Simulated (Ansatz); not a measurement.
Consider CdS.

```yaml
crystal:
  lattice:
    - [4.64042, 0.00000, 0.00000]
    - [-2.32021, 4.01872, 0.00000]
    - [0.00000, 0.00000, 6.05047]
  atoms:
    - { symbol: Cd, position: [0.33333, 0.66667, 0.25000] }
    - { symbol: Cd, position: [0.66667, 0.33333, 0.75000] }
    - { symbol: S, position: [0.66667, 0.33333, 0.25000] }
    - { symbol: S, position: [0.33333, 0.66667, 0.75000] }
```

Space group P6₃/mmc; started from the h-MgO (five-fold) prototype, which need not be the ambient phase; changed on purpose from its base cell (hydrostatic strain +5.3%); computed pressure about −7 GPa in this cell.

The calculation used Ansatz 0.2.0, DFT, r2SCAN, plane waves, PAW.

### Predict the valence pseudo-density and electron localisation function between the atoms.

Cd–S (2.68 Å): ρ at the midpoint is about 0.32 e/Å³; the ELF peaks at about 0.90 in the valence shell of S, 0.8 Å from its nucleus, and drops to about 0.10 between the two atoms.

### Does the calculation make it a metal, or give it a gap?

It is gapped, with a Kohn–Sham gap of 1.1 eV on the k-point mesh (the band edges may lie off the mesh, which would make the gap smaller).

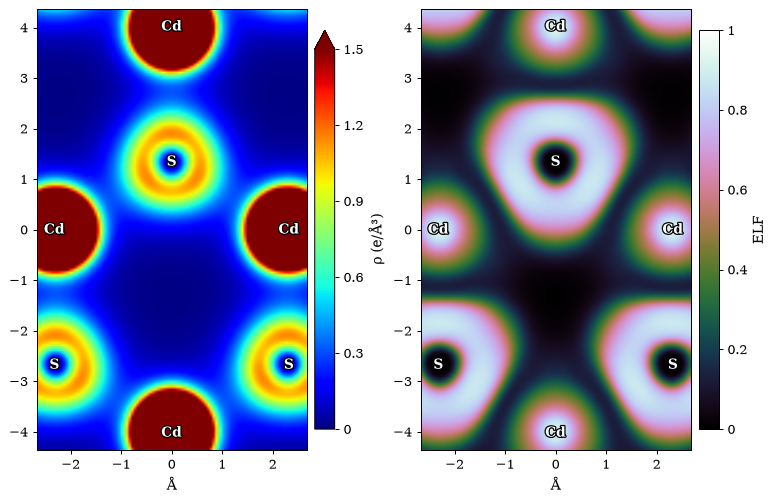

Computed valence pseudo-density and electron localisation function on the (001) plane of the conventional cell, in this order. 

The density is the valence pseudo-density of a PAW calculation; it isn't the true density close to the nuclei.
